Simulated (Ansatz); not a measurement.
# SnO2: a changed input and its effect

System: SnO2 (6 atoms in the cell).
Method of run A: DFT LDA, scalar-relativistic, plane waves, PAW, no spin polarisation (Ansatz 0.2.0).

The structure derives from a Materials Project entry. Text and figures count atoms from 1; the logs count them from 0 in places.

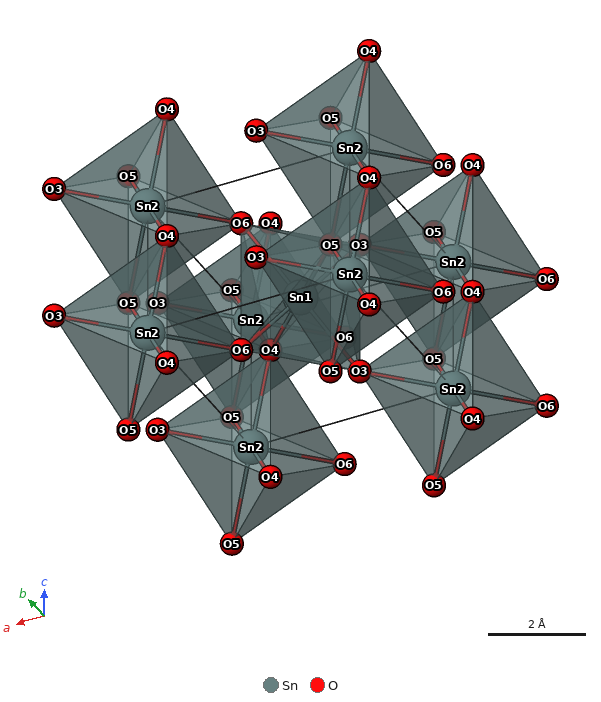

Figure 1. The structure (polyhedral view of the cell of the calculation, seen at an oblique angle; polyhedra are completed across the faces of the cell; atoms are numbered from 1 in the order of the input). An atom can appear more than once, as a periodic image.

**Input, run A**
```yaml
crystal:
  lattice:
    - [4.7212714739, 0.0, 0.0]
    - [0.0, 4.7242464798, 0.0]
    - [0.0, 0.0, 3.1900193994]
  atoms:
    - { symbol: Sn, position: [0.5, 0.5, 0.5] }
    - { symbol: Sn, position: [0.0, 0.0, 0.0] }
    - { symbol: O, position: [0.3055669673, 0.3065721204, 0.0] }
    - { symbol: O, position: [0.8055669673, 0.1934278796, 0.5] }
    - { symbol: O, position: [0.1944330327, 0.8065721204, 0.5] }
    - { symbol: O, position: [0.6944330327, 0.6934278796, 0.0] }
basis:
  ecutwfc: 420
kpoints:
  mp_grid: { grid: [6, 6, 8] }
  band_path: { path: [VBM, CBM], npoints: 2 }
hamiltonian:
  xc: lda
scf:
  occupations: { method: gaussian, width: 0.02 }
output:
  forces: true
  stress: true
  eigenvalues: true
checkpoint:
  read: start.run
  write: ck
  compress: false
  write_wavefunctions: false
  write_every: 100000
```

Command:
```bash
ansatz run input.yaml --threads 1 --pin off --max-ram 2560MiB --backend cpu --events-out ev --progress --plain --runs-dir out
```

Hardware: 1 thread of Intel Xeon @ 2.90GHz (Ice Lake), 32 GiB of memory available, shared host.

**Output, shortened to warnings, some set-up lines, iterations and results (run A)**
```
Basis set: ecut = 420 eV, 1411 PW (Γ)
Symmetry: 8 space group operations
k-points: 80 of 288
Initial density: read from a saved state, or passed on in memory by an earlier SCF of this step, an earlier step, the calling program or the single point that the run made first
[...]
SCF iter   1: F=—  HF=-13980.362752 eV  |F-HF|=—  |Δ(HF+E_count)|=         —  Δρ=8.13e-7  dr2=3.83e-10  ethr=2.12e-8  ⟨swp⟩=3.6  Hψ=19026  notcnv=0
SCF iter   2: F=-13980.362752 eV  HF=-13980.362752 eV  |F-HF|=2.58e-10  |Δ(HF+E_count)|=   1.14e-8  Δρ=7.22e-7  dr2=2.80e-10  ethr=1.00e-12  ⟨swp⟩=6.9  Hψ=10608  notcnv=0
SCF 1 converged in 2 iterations: F = -13980.362752 eV  dr2 = 2.80e-10
NSCF: frozen V_eff on 64 k-points
NSCF: frozen V_eff on 56 k-points
NSCF: frozen V_eff on 7 k-points
NSCF: frozen V_eff on 7 k-points
NSCF: frozen V_eff on 7 k-points
NSCF: frozen V_eff on 7 k-points
NSCF: frozen V_eff on 7 k-points
NSCF: frozen V_eff on 7 k-points
NSCF: frozen V_eff on 3 k-points
SCF converged after 2 iterations
Free energy (F): -13980.362752 eV
Harris-Foulkes:  -13980.362752 eV  (|F-HF|=2.58e-10)
Internal energy: -13980.362752 eV  (E = F + TS)
E sigma→0 (E₀):  -13980.362752 eV
Fermi energy:    9.825358 eV
--- Per-component energies (eV) ---
  E_band       = -127.215242
  E_kinetic    = 1081.631676
  E_local      = -2850.837914  (includes V_loc(G=0)·N_el)
  E_nonlocal   = 151.068659
  E_hartree    = 1475.150581
  E_xc         = -1042.092064
  E_vxc        = -564.546785  (∫ρ·V_xc dr)
  E_paw        = -8602.798035  (= ΣΔE_a)
  E_vpaw       = -894.841944  (= ΣTr[D̂ρ^β])
  E_aug_tail   = 0.010192  (compensation charges beyond the density's cutoff)
  E_ewald      = -4193.733329
  E_core_change = 1.237482  (= ΣΔE_core)
  E_smearing   = -0.000000  (= −TS)
  E_closure    = -0.000000  (closes the sum)
  Σ components = -13980.362752   (vs F -13980.362752, Δ=0.00e0)
--- Forces (eV/Å), atoms counted from 1 ---
  atom   1  Sn     0.00000000     0.00000000     0.00000000
  atom   2  Sn    -0.00000000     0.00000000     0.00000000
  atom   3  O      0.00052172    -0.00188072     0.00000000
  atom   4  O      0.00052172     0.00188072     0.00000000
  atom   5  O     -0.00052172    -0.00188072     0.00000000
  atom   6  O     -0.00052172     0.00188072     0.00000000
  max |Σ_I F_I| component: 0.00e0 eV/Å
--- Stress (GPa, compression-positive) ---
       -0.019964       0.000000       0.000000
        0.000000      -0.030797       0.000000
        0.000000       0.000000       0.031907
  P = ⅓ Tr σ = -0.0063 GPa (-0.063 kbar)
```

The input of run B differs as follows (lines with − go, lines with + come):
```diff
-    - [4.7212714739, 0.0, 0.0]
-    - [0.0, 4.7242464798, 0.0]
-    - [0.0, 0.0, 3.1900193994]
+    - [4.4586619277, 0.0, 0.0]
+    - [0.0, 4.401988248, 0.0]
+    - [0.0, 0.0, 3.0774302821]
-    - { symbol: O, position: [0.3055669673, 0.3065721204, 0.0] }
-    - { symbol: O, position: [0.8055669673, 0.1934278796, 0.5] }
-    - { symbol: O, position: [0.1944330327, 0.8065721204, 0.5] }
-    - { symbol: O, position: [0.6944330327, 0.6934278796, 0.0] }
+    - { symbol: O, position: [0.358194742, 0.2542689274, 0.0] }
+    - { symbol: O, position: [0.858194742, 0.2457310726, 0.5] }
+    - { symbol: O, position: [0.141805258, 0.7542689274, 0.5] }
+    - { symbol: O, position: [0.641805258, 0.7457310726, 0.0] }
-  mp_grid: { grid: [6, 6, 8] }
+  mp_grid: { grid: [6, 6, 10] }
```

What does this change do to the results?

With the same functional and potentials, run B lies 201.9 meV per atom higher (other lines of the input change too). The gap on the mesh goes from 1.16 to 3.15 eV. The pressure goes from −0.01 to 40.01 GPa. The volume per atom goes from 11.86 to 10.07 Å³. The irreducible k-points go from 80 to 96. The plane waves at Γ go from 1411 to 1191. On the same kind of shared host run B took about 1.6 times as long.

**Output, shortened to warnings, some set-up lines, iterations and results (run B)**
```
Basis set: ecut = 420 eV, 1191 PW (Γ)
Symmetry: 8 space group operations
k-points: 96 of 360
Initial density: read from a saved state, or passed on in memory by an earlier SCF of this step, an earlier step, the calling program or the single point that the run made first
[...]
SCF iter   1: F=—  HF=-13979.151515 eV  |F-HF|=—  |Δ(HF+E_count)|=         —  Δρ=9.12e-7  dr2=3.41e-10  ethr=1.92e-8  ⟨swp⟩=3.8  Hψ=23382  notcnv=0
SCF iter   2: F=-13979.151515 eV  HF=-13979.151515 eV  |F-HF|=1.24e-10  |Δ(HF+E_count)|=   4.71e-8  Δρ=6.13e-7  dr2=1.48e-10  ethr=1.00e-12  ⟨swp⟩=7.0  Hψ=13051  notcnv=0
SCF 1 converged in 2 iterations: F = -13979.151515 eV  dr2 = 1.48e-10
NSCF: frozen V_eff on 64 k-points
NSCF: frozen V_eff on 64 k-points
NSCF: frozen V_eff on 64 k-points
NSCF: frozen V_eff on 64 k-points
NSCF: frozen V_eff on 29 k-points
NSCF: frozen V_eff on 25 k-points
NSCF: frozen V_eff on 43 k-points
NSCF: frozen V_eff on 30 k-points
NSCF: frozen V_eff on 19 k-points
NSCF: frozen V_eff on 36 k-points
NSCF: frozen V_eff on 17 k-points
NSCF: frozen V_eff on 27 k-points
NSCF: frozen V_eff on 7 k-points
NSCF: frozen V_eff on 3 k-points
SCF converged after 2 iterations
Free energy (F): -13979.151515 eV
Harris-Foulkes:  -13979.151515 eV  (|F-HF|=1.24e-10)
Internal energy: -13979.151515 eV  (E = F + TS)
E sigma→0 (E₀):  -13979.151515 eV
Fermi energy:    13.245065 eV
--- Per-component energies (eV) ---
  E_band       = 13.543332
  E_kinetic    = 1102.755310
  E_local      = -2412.039840  (includes V_loc(G=0)·N_el)
  E_nonlocal   = 154.261310
  E_hartree    = 1320.785873
  E_xc         = -1048.153196
  E_vxc        = -572.302746  (∫ρ·V_xc dr)
  E_paw        = -8607.511433  (= ΣΔE_a)
  E_vpaw       = -900.712372  (= ΣTr[D̂ρ^β])
  E_aug_tail   = 0.010171  (compensation charges beyond the density's cutoff)
  E_ewald      = -4490.497192
  E_core_change = 1.237482  (= ΣΔE_core)
  E_smearing   = -0.000000  (= −TS)
  E_closure    = 0.000000  (closes the sum)
  Σ components = -13979.151515   (vs F -13979.151515, Δ=0.00e0)
--- Forces (eV/Å), atoms counted from 1 ---
  atom   1  Sn    -0.00000000     0.00000000     0.00000000
  atom   2  Sn     0.00000000     0.00000000     0.00000000
  atom   3  O     -0.00022537    -0.00047901     0.00000000
  atom   4  O     -0.00022537     0.00047901     0.00000000
  atom   5  O      0.00022537    -0.00047901     0.00000000
  atom   6  O      0.00022537     0.00047901     0.00000000
  max |Σ_I F_I| component: 0.00e0 eV/Å
--- Stress (GPa, compression-positive) ---
       40.025030       0.000000       0.000000
        0.000000      39.999592       0.000000
        0.000000       0.000000      40.004092
  P = ⅓ Tr σ = 40.0096 GPa (400.096 kbar)
```

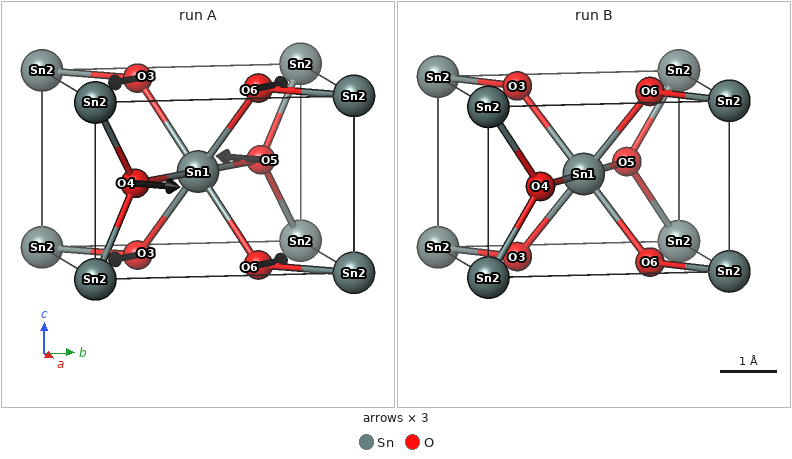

Figure 2. The two input geometries at one scale (ball-and-stick view of the cell of the calculation, seen slightly off an axis). The black arrows on the first give the shifts of the atoms relative to the cell, magnified 3 times. The largest moves relative to the cell, 0.33 Å, are those of O3, O4, O5 and O6. Sn stays in place. The volume changes by −15.1 %, with a 4.721 → 4.459 Å (−5.6 %), b 4.724 → 4.402 Å (−6.8 %), c 3.190 → 3.077 Å (−3.5 %). Among the contacts that change: Sn1–O4 2.044 → 1.950 Å, Sn1–O3 2.055 → 1.984 Å.

**The two runs side by side**

| quantity | run A | run B |
| --- | --- | --- |
| outcome | converged | converged |
| free energy per atom (eV) | −2330.0605 | −2329.8586 |
| gap on the mesh (eV) | 1.16 | 3.15 |
| pressure (GPa) | −0.01 | 40.01 |
| volume per atom (Å³) | 11.86 | 10.07 |
| largest force (eV/Å) | 0.002 | 0.001 |
| irreducible k-points | 80 | 96 |
| plane waves at Γ | 1411 | 1191 |
| wall time (shared host) | 12 s | 20 s |

For run B: The cell is under a pressure of 40 GPa at this level, so it is not at its equilibrium volume.
